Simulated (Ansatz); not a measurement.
Given this structure, coordinates from a relaxation with DFT, PBEsol, plane waves (420 eV) with PAW, scalar-relativistic (Ansatz); the starting structure was generated, so it need not be a known form of this composition, written in its standard cell:

```xyz
4
Lattice="4.1994 0.0000 0.0000 0.0000 4.1994 0.0000 0.0000 0.0000 4.1994" Properties=species:S:1:pos:R:3 pbc="T T T"
Ge    0.0000    0.0000    0.0000
Ge    0.0000    2.0997    2.0997
Ge    2.0997    0.0000    2.0997
Ge    2.0997    2.0997    0.0000
```

What does the kinematic electron diffraction pattern along [111] look like at 300 kV (B = 0.5 Å²)?

Answer. The spots form a hexagonal net with both shortest vectors at d = 1.48 Å, 60.0° apart. They are -2 2 0 and -2 0 2. The pattern has symmetry 6mm. The lattice centring (F) removes all reflections that break h + k = 2n, h + l = 2n.

Strongest reflections with d > 0.80 Å, one of each family (|F|² from tabulated Gaussian fits of the electron scattering factors, times a small damping for the curvature of the Ewald sphere):

```csv
hkl,d (Å),I (strongest = 100)
2 0 -2,1.485,100
4 -2 -2,0.857,23
```

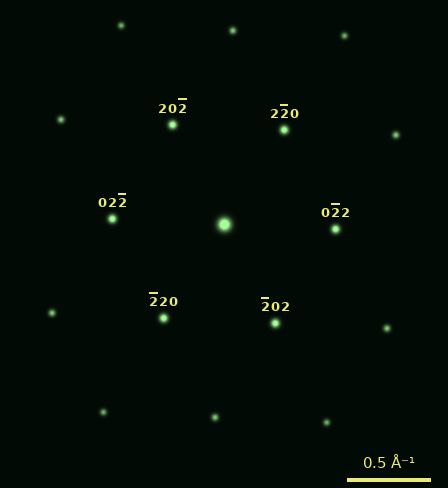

Calculated pattern, seen from the source side with [111] pointing towards the source.
